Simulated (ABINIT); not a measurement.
# Positron calculation of KTaO$_{3}$ (part 1 of 2)

KTaO$_{3}$ (Pm-3m, 5 atoms in the cell), computed with Kohn-Sham DFT of a periodic cell, PBE, JTH PAW PBE v2.0, no spin polarisation (ABINIT 10.8.3).

The structure derives from an entry of the Crystallography Open Database.

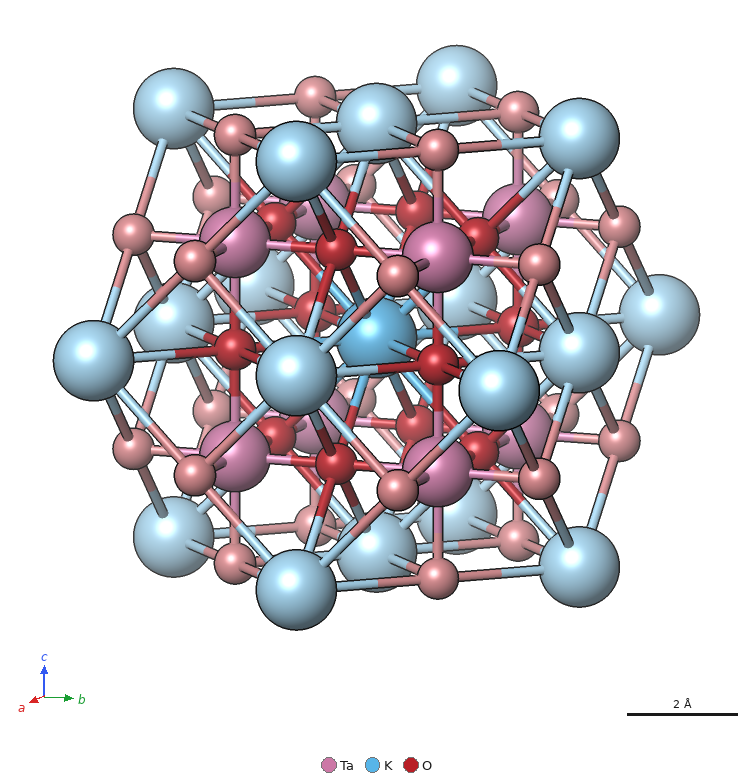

The structure (ball-and-stick view of the cell of the calculation, seen slightly off an axis; neighbours outside the cell are drawn fainter).

Input file:
```
ndtset 2

pp_dirpath "./"
pseudos "Ta.GGA_PBE-JTH.xml, K.GGA_PBE-JTH.xml, O.GGA_PBE-JTH.xml"

acell 7.5367947028 7.5367947028 7.5367947028
rprim
     1.0000000000     0.0000000000     0.0000000000
     0.0000000000     1.0000000000     0.0000000000
     0.0000000000     0.0000000000     1.0000000000
ntypat 3
znucl 73 19 8
natom 5
typat 1 2 3 3 3
xred
            0.0            0.0            0.0
            1/2            1/2            1/2
            0.0            0.0            1/2
            0.0            1/2            0.0
            1/2            0.0            0.0

ecut 19.0
pawecutdg 38.0

ixc 11

nstep 80

iomode 3
prteig 0
prtebands 0
prtwf 0

kptopt1 1
ngkpt1 5 5 5
nshiftk1 1
shiftk1 0.0 0.0 0.0
nband1 24
occopt1 3
tsmear1 0.05 eV
tolvrs1 1.0e-10
prtden1 1

positron2 1
ixcpositron2 31
getden2 1
kptopt2 0
nkpt2 1
kpt2 0.0 0.0 0.0
nband2 1
occopt2 2
occ2 1.0
posocc2 1.0
toldfe2 1.0e-7
nline2 10
nnsclo2 2
optforces2 0
optstress2 0
prtden2 0
```

Run on 1 thread of Arm Neoverse V1, 24 GiB of memory available, shared host.

Run as:
```bash
abinit run.abi > log 2>&1
```

Output:
```
.Version 10.8.3 of ABINIT
 DATASET    1 : space group Pm -3 m (#221); Bravais cP (primitive cubic)
================================================================================
 Values of the parameters that define the memory need for DATASET  1.
     intxc =       0    ionmov =       0      iscf =      17    lmnmax =      18
     lnmax =       6     mgfft =      30  mpssoang =       3    mqgrid =    3001
     natom =       5  nloc_mem =       2    nspden =       1   nspinor =       1
    nsppol =       1      nsym =      48    n1xccc =       1    ntypat =       3
    occopt =       3   xclevel =       2
       mpw =        1711          nfft =       27000          nkpt =          10
 PAW method is used; the additional fine FFT grid is defined by:
   mgfftf=        45    nfftf =     91125
================================================================================
================================================================================

 DATASET    2 : space group Pm -3 m (#221); Bravais cP (primitive cubic)
================================================================================
 Values of the parameters that define the memory need for DATASET  2.
     intxc =       0    ionmov =       0      iscf =      17    lmnmax =      18
     lnmax =       6     mgfft =      30  mpssoang =       3    mqgrid =    3001
     natom =       5  nloc_mem =       2    nspden =       1   nspinor =       1
    nsppol =       1      nsym =      48    n1xccc =       1    ntypat =       3
    occopt =       2   xclevel =       2
       mpw =         872          nfft =       27000          nkpt =           1
 PAW method is used; the additional fine FFT grid is defined by:
   mgfftf=        45    nfftf =     91125
================================================================================
================================================================================

--------------------------------------------------------------------------------
------------- Echo of variables that govern the present computation ------------
--------------------------------------------------------------------------------
 -outvars: echo values of preprocessed input variables --------
            acell      7.5367947028E+00  7.5367947028E+00  7.5367947028E+00 Bohr
              amu      1.80947900E+02  3.90983000E+01  1.59994000E+01
             ecut      1.90000000E+01 Hartree
           getden1          0
           getden2          1
              ixc          11
      ixcpositron1          1
      ixcpositron2         31
           jdtset        1    2
           kptopt1          1
           kptopt2          0
         kptrlatt        5    0    0      0    5    0      0    0    5
          kptrlen1     3.76839735E+01
          kptrlen2     3.00000000E+01
            natom           5
            nband1         24
            nband2          1
           ndtset           2
            ngfft          30      30      30
          ngfftdg          45      45      45
             nkpt1         10
             nkpt2          1
            nline1          4
            nline2         10
           nnsclo1          0
           nnsclo2          2
            nstep          80
             nsym          48
           ntypat           3
           occopt1          3
           occopt2          2
        optforces1          2
        optforces2          0
        optstress1          1
        optstress2          0
        pawecutdg      3.80000000E+01 Hartree
         positron1          0
         positron2          1
           prtden1          1
           prtden2          0
        prtebands           0
           prteig           0
            prtwf           0
           shiftk1     0.00000000E+00  0.00000000E+00  0.00000000E+00
           shiftk2     5.00000000E-01  5.00000000E-01  5.00000000E-01
          spgroup         221
           toldfe1     0.00000000E+00 Hartree
           toldfe2     1.00000000E-07 Hartree
           tolvrs1     1.00000000E-10
           tolvrs2     0.00000000E+00
           tsmear1     1.83746611E-03 Hartree
           tsmear2     1.00000000E-02 Hartree
            typat      1  2  3  3  3
           useylm           1
           xangst      0.0000000000E+00  0.0000000000E+00  0.0000000000E+00
                       1.9941499986E+00  1.9941499986E+00  1.9941499986E+00
                       0.0000000000E+00  0.0000000000E+00  1.9941499986E+00
                       0.0000000000E+00  1.9941499986E+00  0.0000000000E+00
                       1.9941499986E+00  0.0000000000E+00  0.0000000000E+00
            xcart      0.0000000000E+00  0.0000000000E+00  0.0000000000E+00
                       3.7683973514E+00  3.7683973514E+00  3.7683973514E+00
                       0.0000000000E+00  0.0000000000E+00  3.7683973514E+00
                       0.0000000000E+00  3.7683973514E+00  0.0000000000E+00
                       3.7683973514E+00  0.0000000000E+00  0.0000000000E+00
             xred      0.0000000000E+00  0.0000000000E+00  0.0000000000E+00
                       5.0000000000E-01  5.0000000000E-01  5.0000000000E-01
                       0.0000000000E+00  0.0000000000E+00  5.0000000000E-01
                       0.0000000000E+00  5.0000000000E-01  0.0000000000E+00
                       5.0000000000E-01  0.0000000000E+00  0.0000000000E+00
            znucl       73.00000   19.00000    8.00000

================================================================================

 chkinp: Checking input parameters for consistency, jdtset=   1.

 chkinp: Checking input parameters for consistency, jdtset=   2.

================================================================================
== DATASET  1 ==================================================================

--- !DatasetInfo
iteration_state: {dtset: 1, }
dimensions: {natom: 5, nkpt: 10, mband: 24, nsppol: 1, nspinor: 1, nspden: 1, mpw: 1711, }
cutoff_energies: {ecut:  19.0, pawecutdg:  38.0, }
electrons: {nelect:   4.00000000E+01, charge:   0.00000000E+00, occopt:   3.00000000E+00, tsmear:   1.83746611E-03, }
meta: {optdriver: 0, ionmov: 0, optcell: 0, iscf: 17, paral_kgb: 0, }
...

 Exchange-correlation functional for the present dataset will be:
  GGA: Perdew-Burke-Ernzerhof functional - ixc=11
  J.P.Perdew, K.Burke, M.Ernzerhof, PRL 77, 3865 (1996)

 Real(R)+Recip(G) space primitive vectors, cartesian coordinates (Bohr,Bohr^-1):
 R(1)=  7.5367947  0.0000000  0.0000000  G(1)=  0.1326824  0.0000000  0.0000000
 R(2)=  0.0000000  7.5367947  0.0000000  G(2)=  0.0000000  0.1326824  0.0000000
 R(3)=  0.0000000  0.0000000  7.5367947  G(3)=  0.0000000  0.0000000  0.1326824
 Unit cell volume ucvol=  4.2811462E+02 bohr^3
 Angles (23,13,12)=  9.00000000E+01  9.00000000E+01  9.00000000E+01 degrees

 Coarse grid specifications (used for wave-functions):

 getcut: wavevector=  0.0000  0.0000  0.0000  ngfft=  30  30  30
         ecut(hartree)=     19.000   => boxcut(ratio)=   2.02858

 Fine grid specifications (used for densities):

 getcut: wavevector=  0.0000  0.0000  0.0000  ngfft=  45  45  45
         ecut(hartree)=     38.000   => boxcut(ratio)=   2.10382

--- Pseudopotential description ------------------------------------------------
- pspini: atom type   1  psp file is ./Ta.GGA_PBE-JTH.xml
 Pseudopotential format is: paw10
 basis_size (lnmax)=  6 (lmn_size= 18), orbitals=   0   0   1   1   2   2
 Spheres core radius: rc_sph= 2.41973345
 Shapefunction is SIN type: shapef(r)=[sin(pi*r/rshp)/(pi*r/rshp)]**2
 Radius for shape functions =  2.11065461
 Compensation charge density is not taken into account in XC energy/potential

- pspini: atom type   2  psp file is ./K.GGA_PBE-JTH.xml
 Pseudopotential format is: paw10
 basis_size (lnmax)=  5 (lmn_size= 13), orbitals=   0   0   1   1   2
 Spheres core radius: rc_sph= 2.10865939
 Shapefunction is SIN type: shapef(r)=[sin(pi*r/rshp)/(pi*r/rshp)]**2
 Radius for shape functions =  2.00653367
 Compensation charge density is not taken into account in XC energy/potential

- pspini: atom type   3  psp file is ./O.GGA_PBE-JTH.xml
 Pseudopotential format is: paw10
 basis_size (lnmax)=  4 (lmn_size=  8), orbitals=   0   0   1   1
 Spheres core radius: rc_sph= 1.41465230
 Shapefunction is SIN type: shapef(r)=[sin(pi*r/rshp)/(pi*r/rshp)]**2
 Radius for shape functions =  1.20231231
 Compensation charge density is not taken into account in XC energy/potential

   4.13884705E+03                                ecore*ucvol(ha*bohr**3)
--------------------------------------------------------------------------------

================================================================================

--- !BeginCycle
iteration_state: {dtset: 1, }
solver: {iscf: 17, nstep: 80, nline: 4, wfoptalg: 10, }
tolerances: {tolvrs: 1.00E-10, }
...

     iter   Etot(hartree)      deltaE(h)  residm     nres2
 ETOT  1  -132.14075356141    -1.321E+02 6.835E+00 2.358E+01
 ETOT  2  -136.34931272513    -4.209E+00 6.193E-02 4.663E+01
 ETOT  3  -136.21490745555     1.344E-01 3.089E-02 1.031E+01
 ETOT  4  -136.20687688117     8.031E-03 1.245E-02 4.514E+00
 ETOT  5  -136.19201938700     1.486E-02 8.692E-03 1.165E-01
 ETOT  6  -136.19358613121    -1.567E-03 2.121E-03 1.088E-01
 ETOT  7  -136.19339065802     1.955E-04 1.014E-03 2.187E-03
 ETOT  8  -136.19342131684    -3.066E-05 1.123E-03 6.571E-04
 ETOT  9  -136.19342298366    -1.667E-06 6.462E-04 5.686E-04
 ETOT 10  -136.19342295629     2.737E-08 9.682E-04 7.325E-06
 ETOT 11  -136.19342329021    -3.339E-07 5.398E-04 8.091E-06
 ETOT 12  -136.19342329256    -2.352E-09 7.830E-04 1.478E-07
 ETOT 13  -136.19342329685    -4.282E-09 4.843E-04 5.063E-08
 ETOT 14  -136.19342329680     4.371E-11 5.435E-04 2.713E-09
 ETOT 15  -136.19342329680     2.245E-12 5.381E-04 2.184E-10
 ETOT 16  -136.19342329678     1.546E-11 4.070E-04 4.096E-11

 At SCF step   16       nres2   =  4.10E-11 < tolvrs=  1.00E-10 =>converged.

 Cartesian components of stress tensor (hartree/bohr^3)
  sigma(1 1)= -1.78330068E-04  sigma(3 2)=  0.00000000E+00
  sigma(2 2)= -1.78330068E-04  sigma(3 1)=  0.00000000E+00
  sigma(3 3)= -1.78330068E-04  sigma(2 1)=  0.00000000E+00

--- !ResultsGS
iteration_state: {dtset: 1, }
comment   : Summary of ground state results
lattice_vectors:
- [  7.5367947,   0.0000000,   0.0000000, ]
- [  0.0000000,   7.5367947,   0.0000000, ]
- [  0.0000000,   0.0000000,   7.5367947, ]
lattice_lengths: [   7.53679,    7.53679,    7.53679, ]
lattice_angles: [ 90.000,  90.000,  90.000, ] # degrees, (23, 13, 12)
lattice_volume:   4.2811462E+02
convergence: {deltae:  1.546E-11, res2:  4.096E-11, residm:  4.070E-04, diffor: null, }
etotal    :  -1.36193423E+02
entropy   :   0.00000000E+00
fermie    :   1.18373558E-01
cartesian_stress_tensor: # hartree/bohr^3
- [ -1.78330068E-04,   0.00000000E+00,   0.00000000E+00, ]
- [  0.00000000E+00,  -1.78330068E-04,   0.00000000E+00, ]
- [  0.00000000E+00,   0.00000000E+00,  -1.78330068E-04, ]
pressure_GPa:   5.2467E+00
xred      :
- [  0.0000E+00,   0.0000E+00,   0.0000E+00, Ta]
- [  5.0000E-01,   5.0000E-01,   5.0000E-01,  K]
- [  0.0000E+00,   0.0000E+00,   5.0000E-01,  O]
- [  0.0000E+00,   5.0000E-01,   0.0000E+00,  O]
- [  5.0000E-01,   0.0000E+00,   0.0000E+00,  O]
cartesian_forces: # hartree/bohr
- [ -0.00000000E+00,  -0.00000000E+00,  -0.00000000E+00, ]
- [ -0.00000000E+00,  -0.00000000E+00,  -0.00000000E+00, ]
- [ -0.00000000E+00,  -0.00000000E+00,  -0.00000000E+00, ]
- [ -0.00000000E+00,  -0.00000000E+00,  -0.00000000E+00, ]
- [ -0.00000000E+00,  -0.00000000E+00,  -0.00000000E+00, ]
force_length_stats: {min:   0.00000000E+00, max:   0.00000000E+00, mean:   0.00000000E+00, }
...

 Integrated electronic density in atomic spheres:
 ------------------------------------------------
 Atom  Sphere_radius  Integrated_density
    1        2.41973         10.65567710
    2        2.10866          7.18218691
    3        1.41465          4.62838853
    4        1.41465          4.62838853
    5        1.41465          4.62838853

================================================================================

 ----iterations are completed or convergence reached----
```
